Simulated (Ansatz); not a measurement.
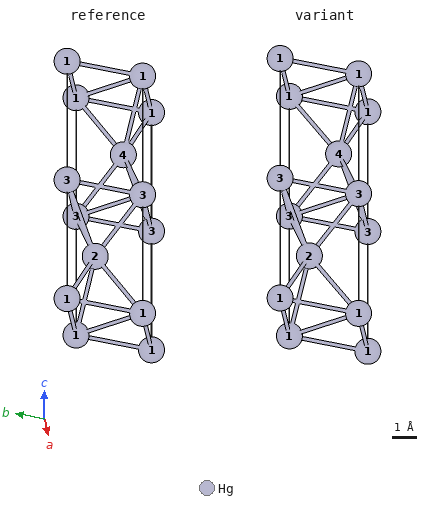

Left: a symmetric starting cell of Hg. Right: the same structure after one change, at the same scale. A ball-and-stick model of the cell of the calculation, seen from a free direction.

These are results of DFT r2SCAN, scalar-relativistic, plane waves, PAW in Ansatz 0.2.0, not measurements. (plane-wave cutoff 500 eV; k-point mesh 12 × 12 × 4; occupations gaussian; smearing width 0.05 eV; no spin polarisation)

Question: What was changed?

Answer: The cell is strained by +0.9 % along c and +3.9 % across it (volume +9.0 %), the atoms keeping their fractional coordinates. No relaxation follows. The starting cell wasn't computed here and needn't be at equilibrium, so pressure and forces aren't due to the change alone.

Question: And its effect?

Answer: Among the bonded contacts that change: Hg–Hg 3.442 → 3.577 Å, Hg–Hg 3.406 → 3.472 Å. The space group stays P6_3/mmc (No. 194). The pressure is −1.1 GPa (not all of it need come from the change, since the unchanged cell can be under pressure at this level too). All forces vanish by symmetry.
